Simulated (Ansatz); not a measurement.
# C24N (slab): what the fields show

```
C N
1.0
     4.93010    0.00000    0.00000
    -2.46505    4.26959    0.00000
     0.00000    0.00000   25.69871
C N
24 1
Direct
  0.83333 0.66667 0.33076
  0.83333 0.16667 0.33076
  0.33333 0.66667 0.33076
  0.33333 0.16667 0.33076
  0.66667 0.33333 0.33082
  0.66667 0.83333 0.33082
  0.16667 0.33333 0.33082
  0.16667 0.83333 0.33082
  0.16686 0.84861 0.46212
  0.16687 0.34866 0.46218
  0.66688 0.84864 0.46210
  0.66690 0.34866 0.46218
  0.00022 0.51534 0.46217
  0.00018 0.01531 0.46218
  0.50024 0.51538 0.46224
  0.50021 0.01531 0.46218
  0.48483 0.97486 0.59269
  0.48766 0.48845 0.60193
  0.97696 0.97488 0.59269
  0.98384 0.48082 0.59419
  0.31495 0.65081 0.59267
  0.31206 0.13718 0.60186
  0.82275 0.65083 0.59267
  0.81598 0.14504 0.59420
  0.39990 0.31278 0.65102
```

Spin-polarised.

Method: Ansatz, DFT PBE+D3(BJ), scalar-relativistic, plane waves, PAW.

In a PAW calculation such maps are meaningful between the atoms, not at the nuclei.

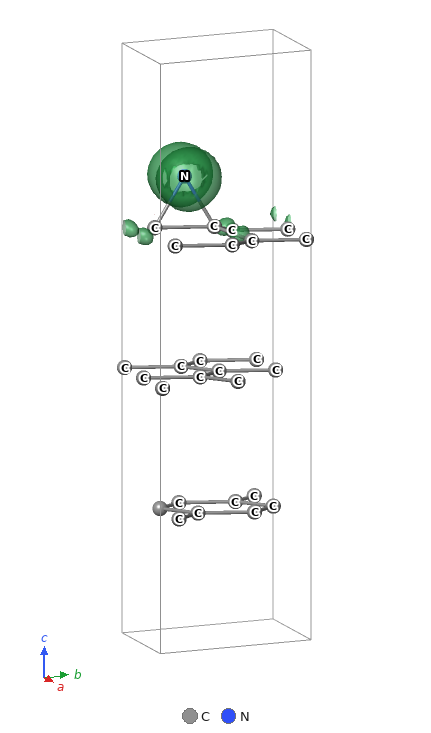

Figure 1. Isosurfaces of the magnetisation density (up minus down) at +0.03 (green) and −0.03 e/Å³ (red), seen slightly off an axis. Sticks mark near contacts.

Describe the spin distribution.

The spin density sits on N: +0.3 μB in one cell of 25 atoms: with much of the spin spread outside that site. The cell of the calculation (25 atoms) carries 0.7 μB of net spin moment.

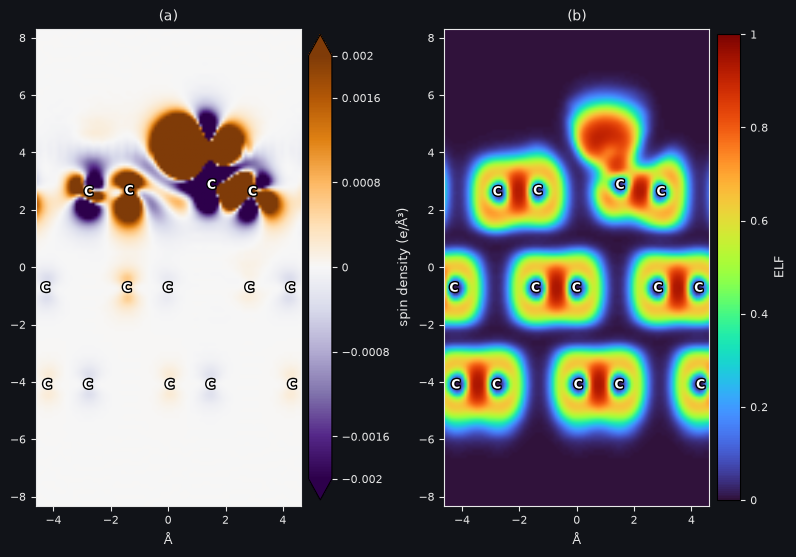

Figure 2. (a) spin density (up minus down); (b) electron localisation function on the (110) plane of the calculation cell, a cut from vacuum to vacuum.

Describe what can be read from this map.

- Atoms in the plane: C.
- Atoms just off the plane (N, 0.5 Å away) can leave unmarked features too.
- C–C (1.42 Å): the ELF peaks at about 0.95 between the atoms.
- The ELF also peaks beside N, away from the bonds: non-bonding electrons, paired or unpaired.

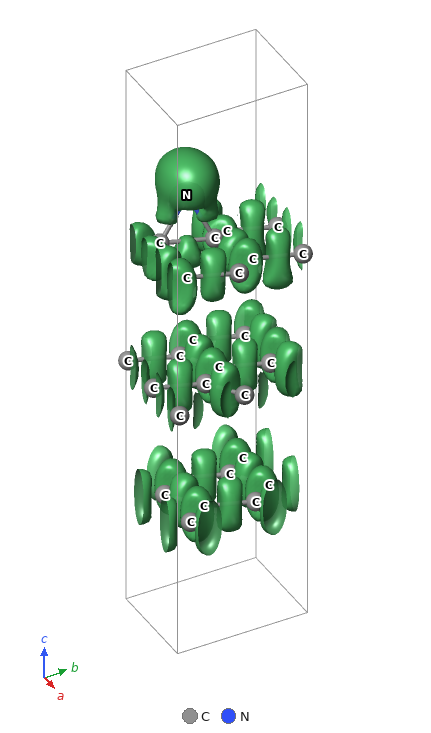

Figure 3. Isosurface of the ELF at 0.75 (green), seen at an oblique angle. Core shells and regions of very low density are left out. Sticks mark near contacts.

Where are the electrons localised?

The ELF exceeds this value in 36 regions between bonded C–C atoms and one region on N in which the atom's valence shell and bonds are merged, counted in one cell of 25 atoms. Counts are for one cell; the picture repeats the cell along the surface. Profiles from the grid: C–C (1.38 Å): the ELF peaks at about 0.95 between the atoms. C–N (1.47 Å): the ELF peaks at about 0.80 between the atoms.

Does the calculation give a band gap?

It is metallic or semimetallic at this level of theory: no gap opens.
